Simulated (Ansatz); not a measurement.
CaSe

The calculation's input:

```
crystal:
  lattice:
    - [0.0, 2.956, 2.956]
    - [2.956, 0.0, 2.956]
    - [2.956, 2.956, 0.0]
  atoms:
    - { symbol: Se, position: [0.497296, 0.485034, 0.499874] }
    - { symbol: Ca, position: [0.005185, 0.005618, -0.00701] }
hamiltonian:
  xc: pbe
  pseudopotentials: { kind: paw }
kpoints:
  mp_grid: { grid: [8, 8, 8] }
scf:
  occupations: { method: fermi_dirac, width: 0.05 }
output:
  forces: true
  stress: true
  eigenvalues: true
  write_density: true
  write_potential: true
  elf: true
  volumetric_format: npy
```

Run with:

```sh
ansatz run input.yaml --threads 2 --pin off --max-ram 5120MiB --backend cpu --events-out ev --progress --plain --runs-dir out
```

Below, planes, directions and counts refer to the conventional cell (a = 5.91 Å, b = 5.91 Å, c = 4.18 Å, α = 90.00°, β = 135.00°, γ = 90.00°).

Space group Cm; changed on purpose from its base cell (atoms moved at random by about 0.05 A).

Computed with Ansatz 0.2.0, Kohn-Sham DFT of a periodic cell, PBE, Ansatz PAW.

The density is the valence pseudo-density of a PAW calculation; it isn't the true density close to the nuclei.

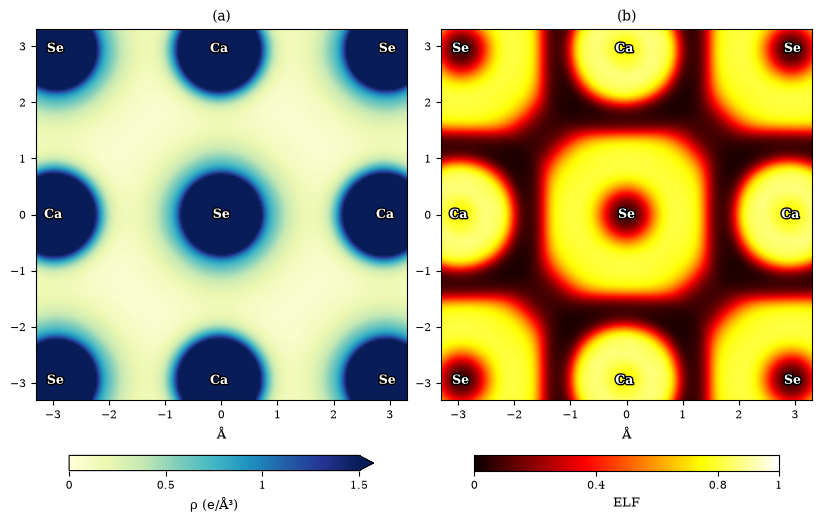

Figure 1. (a) valence charge density (pseudo); (b) electron localisation function on the (001) plane of the conventional cell.

What does the map show?

- The section cuts through Se and Ca sites.
- Ca–Se (2.92 Å): the density is about 0.2 e/Å³ at the midpoint, with its minimum of 0.17 e/Å³ about 1.3 Å from Ca; the ELF is about 0.35 at the midpoint: a closed-shell, largely ionic contact.
- Ca–Se (2.95 Å): the density is about 0.19 e/Å³ at the midpoint, with its minimum of 0.16 e/Å³ about 1.3 Å from Ca; the ELF is about 0.35 at the midpoint: a largely ionic contact.
- Between the atoms the lowest density in this plane is 0.05 e/Å³.
- The features right at Ca lie inside the PAW spheres, where the map follows smoothed inner orbitals and isn't to be read closely.

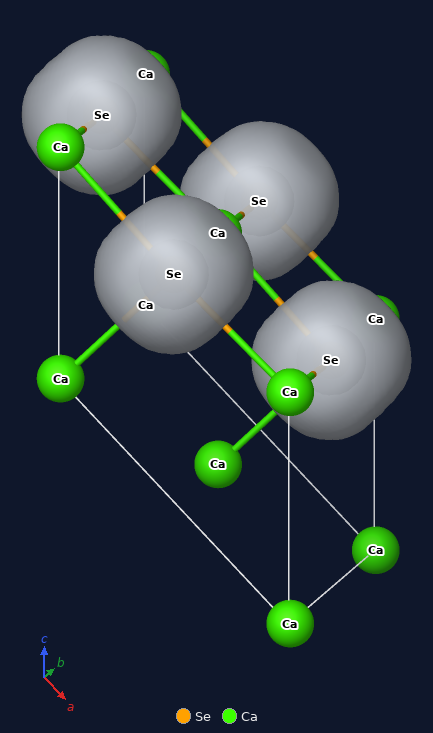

Figure 2. Isosurface of the electron localisation function at 0.7 (grey), seen slightly off an axis. Only the valence region is drawn (cores and ρ < 0.01 e/Å³ removed). Sticks mark near contacts.

Describe the localisation domains.

The surface consists of two regions wrapped around Se (the valence shell of each), counted in one cell of 4 atoms. Regions shared between cells count once.


Ca–Se (2.87 Å): the ELF is about 0.35 at the midpoint; a largely ionic contact.

Does the calculation give a band gap?

It is gapped, with a Kohn–Sham gap of 2.1 eV on the k-point mesh, an upper bound to the gap of this method.
